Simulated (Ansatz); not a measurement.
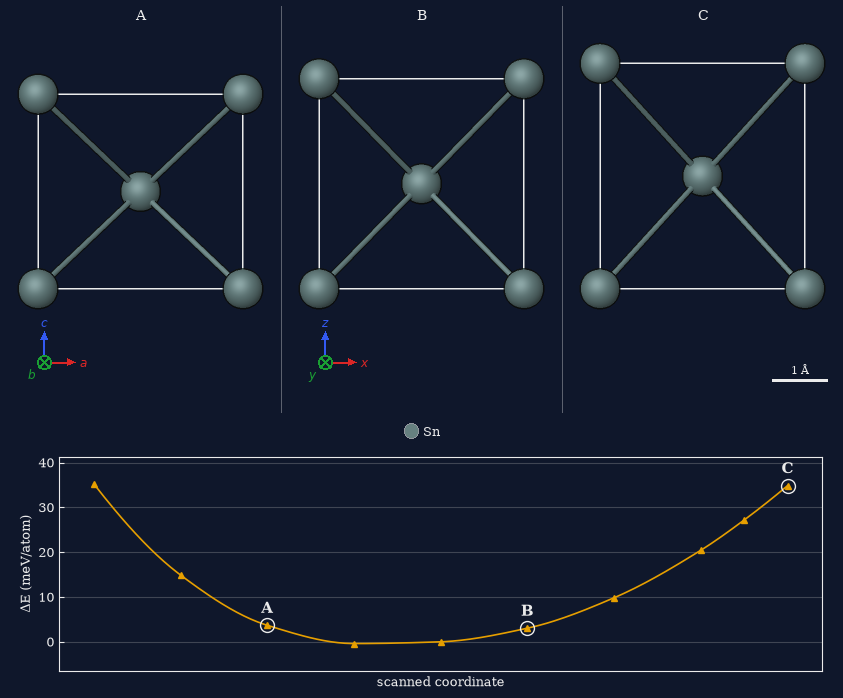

A scan of crystalline Sn (Im-3m) along one coordinate. x, y and z are the Cartesian axes of the input. The picture is a ball-and-stick view of the conventional cell (2 times the calculation's cell), seen along the b axis. Lengths and directions refer to the drawn axes.

The calculation used DFT r2SCAN, scalar-relativistic, plane waves, PAW in Ansatz. Set-up: plane-wave cutoff 500 eV; k-point mesh 18 × 18 × 18; occupations gaussian; smearing width 0.15 eV; no spin polarisation. Energies (free energies at the smearing named) are counted from the cell as listed in its source, which wasn't relaxed.

**Which coordinate changes from frame to frame?**

The cell is strained along z alone, with the atoms kept at their fractional coordinates. In the frames the strain is −0.05 (A), 0.025 (B), 0.10 (C). The lowest computed point lies at the strain −0.025 (−0.4 meV/atom). The end points stand at 35.2 meV/atom (−0.10) and 34.9 meV/atom (0.10). The distortion takes the space group from Im-3m to I4/mmm. At the strain −0.10 the cell of the drawing goes c 3.789 → 3.410 Å.
